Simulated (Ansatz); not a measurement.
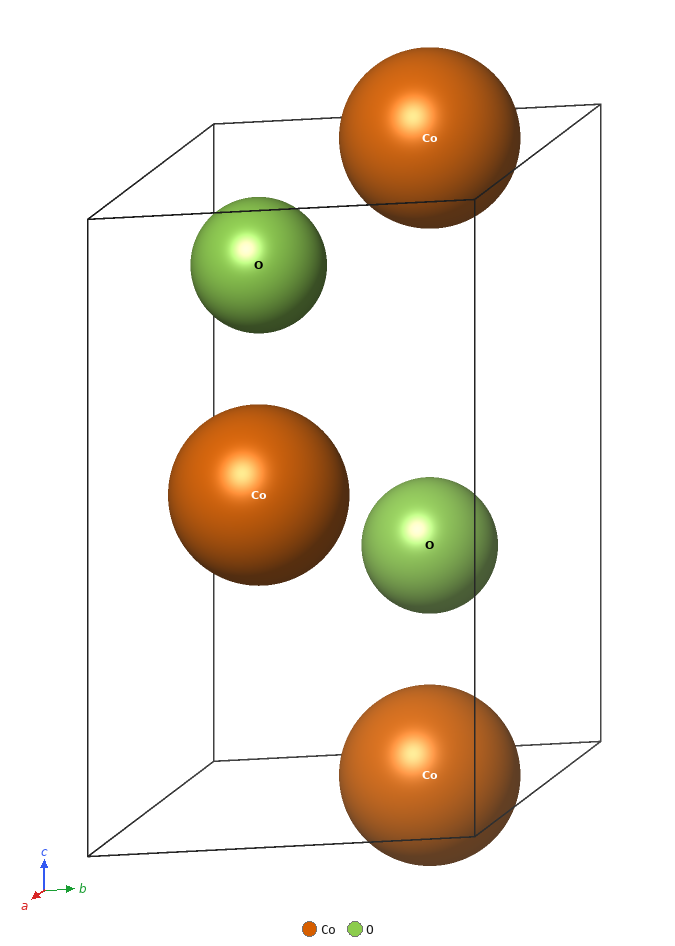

A spheres-only picture of a crystal structure, seen slightly off an axis. The conventional unit cell is drawn as a box. Cell: a = 3.17 Å, b = 3.17 Å, c = 5.29 Å, α = 90.00°, β = 90.00°, γ = 120.00°.

It goes back to a structure listed in the Materials Project. Earlier steps of the study may have refined or changed the cell and positions. It went into a calculation with Ansatz.

Explain the picture.

The formula is CoO. The lattice is primitive hexagonal and the space group P6_3mc (No. 186). In terms of structure types, this is wurtzite. With Z = 2, the cell contains 2 Co, 2 O. Each Co has four O in a tetrahedral arrangement at about 1.9 to 2.0 Å. Each O atom is coordinated by four Co in a tetrahedral arrangement at about 1.9 to 2.0 Å.

Results below were computed with DFT PBE, scalar-relativistic, plane waves, PAW in Ansatz 0.2.0; the settings were wavefunction cutoff 420 eV, k-points on a 12×12×8 grid, Gaussian smearing of 0.01 eV, collinear spins.

Which atoms carry magnetic moments in this run, and how do they order?

The state reached is antiferromagnetic. Sizes: Co 2.1 μB; net moment 0.0 μB in the run's cell of 4 atoms.

Is the electronic structure metallic or gapped?

A semiconductor at this level, with a gap of 0.15 eV, indirect.

How charged are the atoms, by the Bader scheme?

Co +1.15 e; O -1.15 e.

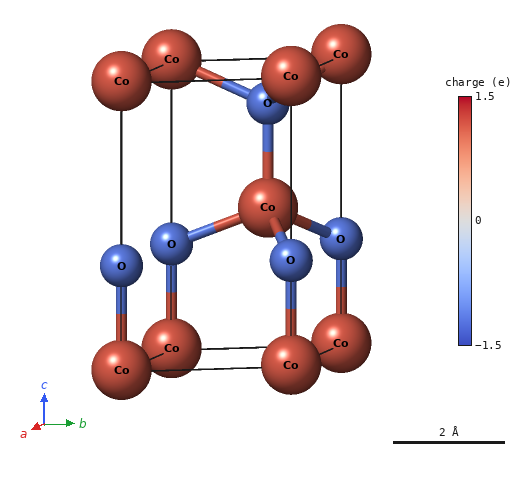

The atoms coloured by those charges. The run's cell of 4 atoms is drawn, so axes and origin can differ from the first picture.

Has the structure come to rest?

Yes. All forces vanish to within 0.01 eV/Å. The pressure is 0.0 GPa, close to zero.
